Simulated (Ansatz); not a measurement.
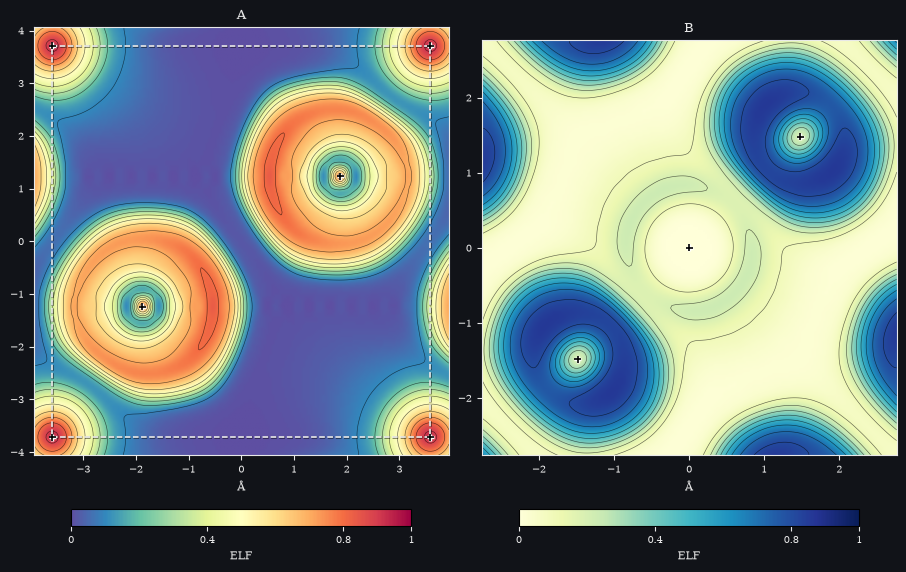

The electron localisation function of 2 systems, each on a plane through atoms (crosses mark nuclei in the plane).

Theory: DFT r2SCAN, scalar-relativistic, plane waves, PAW in Ansatz 0.2.0.

System 1: SnO$_{2}$, the (001) plane of the conventional cell. Space group P4₂/mnm; started from the rutile prototype; computed pressure about −8 GPa in this cell.

System 2: CdI$_{2}$, the (110) plane of the conventional cell. Space group P-3m1; started from the CdI2 prototype.

```yaml
crystal:
  lattice:
    - [4.28862, 0.00000, 0.00000]
    - [-2.14431, 3.71405, 0.00000]
    - [0.00000, 0.00000, 7.17853]
  atoms:
    - { symbol: Cd, position: [0.00000, 0.00000, 0.00000] }
    - { symbol: I, position: [0.33333, 0.66667, 0.23880] }
    - { symbol: I, position: [0.66667, 0.33333, 0.76120] }
```

Q: Match each panel to its system.

A: Panel A is system 2, CdI$_{2}$: the plane holds Cd and I. Cd–I (3.01 Å): the ELF peaks at about 0.75 in the valence shell of I, 1.2 Å from its nucleus, and drops to about 0.10 between the two atoms. Panel B is system 1, SnO$_{2}$: the plane holds Sn and O. Sn–O (2.09 Å): the ELF peaks at about 0.80 in the valence shell of O, 0.6 Å from its nucleus, and is about 0.25 at the midpoint; no localised pair shows between them.
